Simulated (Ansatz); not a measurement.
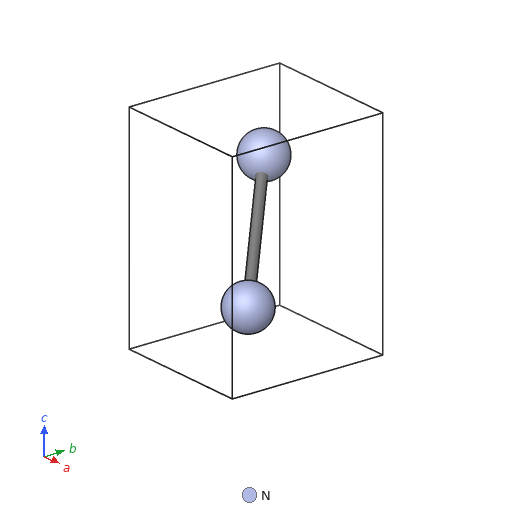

System: N, space group P6_3/mmc (No. 194). The picture shows the conventional cell.

Starting cell:
```cif
data_structure
_symmetry_space_group_name_H-M 'P 1'
_symmetry_Int_Tables_number 1
_cell_length_a 2.5195
_cell_length_b 2.5195
_cell_length_c 2.4460
_cell_angle_alpha 90.000
_cell_angle_beta 90.000
_cell_angle_gamma 120.000
_cell_volume 13.45
loop_
_atom_site_label
_atom_site_type_symbol
_atom_site_fract_x
_atom_site_fract_y
_atom_site_fract_z
_atom_site_occupancy
N1 N 0.33333 0.66667 0.75000 1
N2 N 0.66667 0.33333 0.25000 1
```

Method: plane-wave DFT, no spin polarisation; energies at scaled volumes of the given cell, shape and fractions fixed, counted from the fit's minimum, third-order Birch-Murnaghan fit (Ansatz 0.2.0). Level: PBE.

```json
{"setting": "k mesh", "value": "12×12×11"}
{"setting": "occupations", "value": "Fermi–Dirac"}
{"setting": "smearing width", "value": "0.05 eV"}
{"setting": "potentials", "value": "Ansatz PAW"}
{"setting": "wave cutoff", "value": "420 eV"}
{"setting": "density cutoff", "value": "1680 eV"}
```

Predict the energy and pressure against volume. The volume takes the values 6.3198, 6.4543, 6.5888, 6.7232, 6.8577, 6.9921, 7.1266 Å³/atom.

A third-order Birch–Murnaghan fit gives V0 = 7.06 Å³/atom, B0 = 191 GPa and B′ = 3.3. The energy falls from 54.68 meV/atom at volume 6.3198 Å³/atom to 0.33 meV/atom at 7.1266 Å³/atom. The pressure falls from 25.46 GPa at volume 6.3198 Å³/atom to −1.70 GPa at 7.1266 Å³/atom, and changes sign near 7.06 Å³/atom.

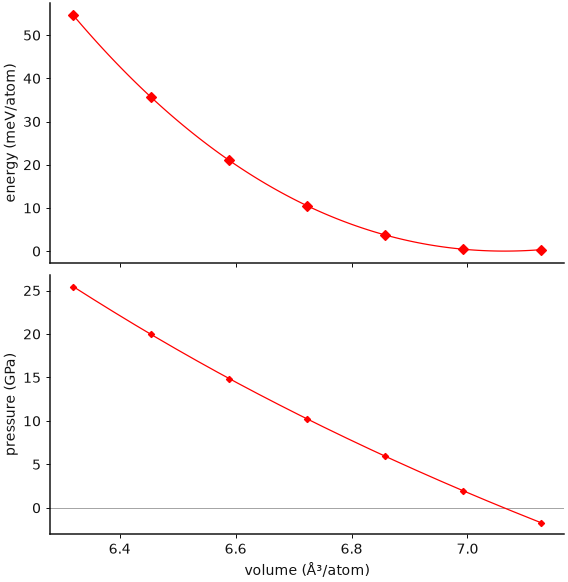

Limits of the calculation: shape and atomic fractions are frozen while scaling, which makes layered, chain and framework solids too stiff.
